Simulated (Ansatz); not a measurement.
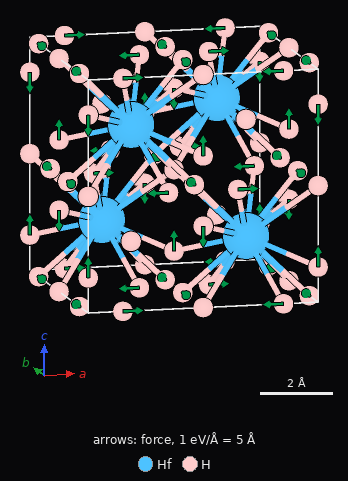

Starting geometry of solid HfH₈ (a generated structure, set up in F-43m) (coarse preliminary run) with the computed forces as green arrows. Style: ball-and-stick. Shown: the conventional cell (4 times the calculation's cell), slightly off an axis. Lengths and directions refer to the drawn axes.

Level of theory: Ansatz 0.2.0, DFT PBE, scalar-relativistic, plane waves, PAW. (plane-wave cutoff 420 eV; k-point mesh 4 × 4 × 4; occupations gaussian; smearing width 0.1 eV; no spin polarisation; cell and atoms relaxed; force threshold 0.04 eV/Å; at most 70 steps)

> What follows when this structure is relaxed?

It isn't relaxed: the largest force vector, on H atoms, is 0.13 eV/Å. The atoms end up moving mostly along the starting forces (cosine between the two patterns 1.00). The largest moves relative to the cell, 0.55 Å, are those of H atoms. Hf stays in place. Cell: a = b = c 6.666 → 5.793 Å (−13.1 %). Volume −34.4 %. Near-neighbour distances that change, for instance: H–Hf 2.448 → 2.048 Å, H–Hf 2.887 → 2.508 Å. Bond angles that change, for instance: Hf–H–Hf 148.6° → 178.5°. The space group stays F-43m (No. 216). The energy falls by 3.276 eV per cell of the calculation in 6 accepted moves (7 points after the start). The largest force component goes from 0.13 to 0.011 eV/Å. Pressure: −17.57 GPa at the start and −0.08 GPa at the end. The SCF was repeated once at an unchanged geometry on a basis and grid sized afresh for the cell, which shifted the energy by 17.0 meV per cell of the calculation at most. Cost: 7.1 s on 1 thread of Intel(R) Xeon(R) 6975P-C (Granite Rapids), on a shared host, peak memory 0.4 GiB.
